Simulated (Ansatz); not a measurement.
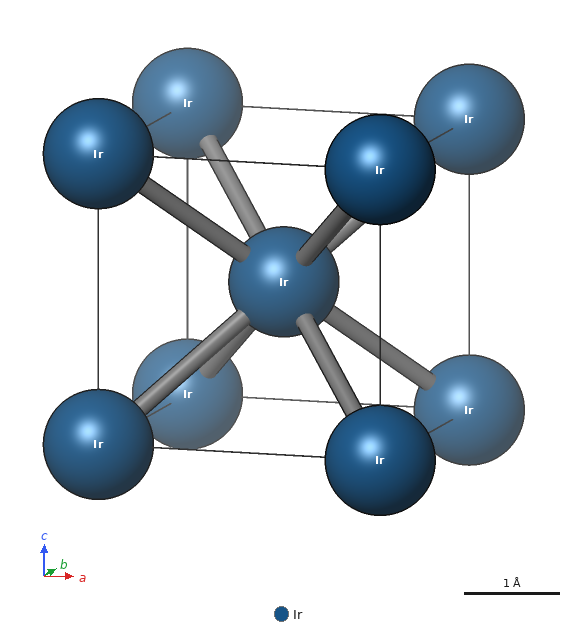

The starting point is solid Ir (a generated structure, set up in Im-3m). The picture is a ball-and-stick view of the conventional cell (2 times the calculation's cell), seen slightly off an axis. Lengths and directions refer to the drawn axes.

Method: DFT, PBE, PAW with Ansatz's default frozen-core files, scalar-relativistic (Ansatz 0.2.0). Settings: plane-wave cutoff 420 eV; k-point mesh 19 × 19 × 19; occupations fermi dirac; smearing width 0.08 eV; no spin polarisation.

The variant: All lengths are scaled by +2.0 % (volume +6.0 %), the atoms keeping their fractional coordinates. No relaxation follows.

What does the calculation give for the changed structure?

Energy change: +47.9 meV per atom. The pressure goes from 0.0 to −15.4 GPa. All forces vanish by symmetry. Near-neighbour distances before and after: Ir–Ir 2.694 → 2.747 Å. The space group stays Im-3m (No. 229).

Drawn alike, the variant:

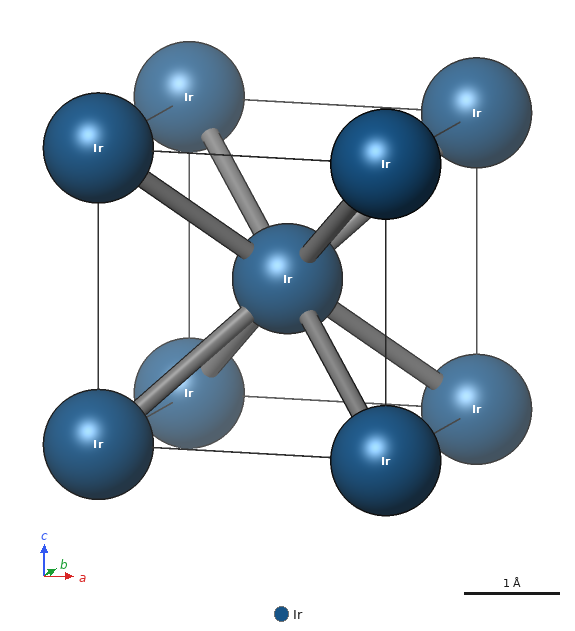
